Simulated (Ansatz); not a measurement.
Consider Al4Ru3 (slab).

```
CELL_PARAMETERS angstrom
3.00408 0.00000 0.00000
0.00000 3.00408 0.00000
0.00000 0.00000 24.01225
ATOMIC_POSITIONS crystal
Al 0.00000 0.00000 0.31234
Ru 0.50000 0.50000 0.37489
Al 0.00000 0.00000 0.43745
Ru 0.50000 0.50000 0.50000
Al 0.00000 0.00000 0.56255
Ru 0.50000 0.50000 0.62511
Al 0.00000 0.00000 0.68766
```

Not relaxed (largest force 1.5 eV/Å); computed without spin polarisation.

Theory: DFT PBE, scalar-relativistic, plane waves, PAW (Ansatz 0.2.0).

What will maps of the valence pseudo-density and electron localisation function show?

Answer. Al–Ru (2.60 Å): ρ is about 0.35 e/Å³ halfway; the ELF is about 0.40 at the midpoint.

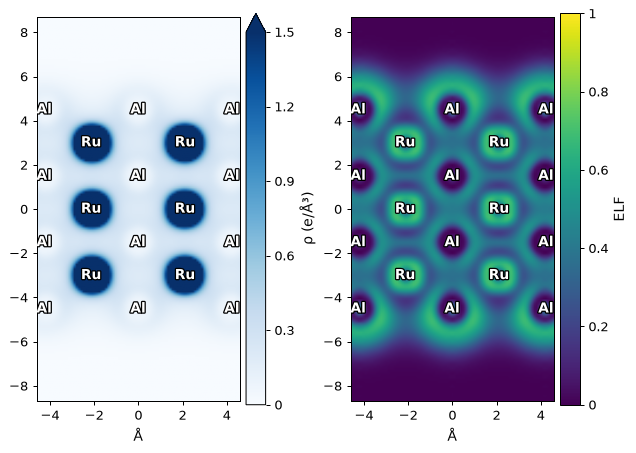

Computed valence pseudo-density and electron localisation function on the (110) plane of the calculation cell, a cut from vacuum to vacuum, in this order. 
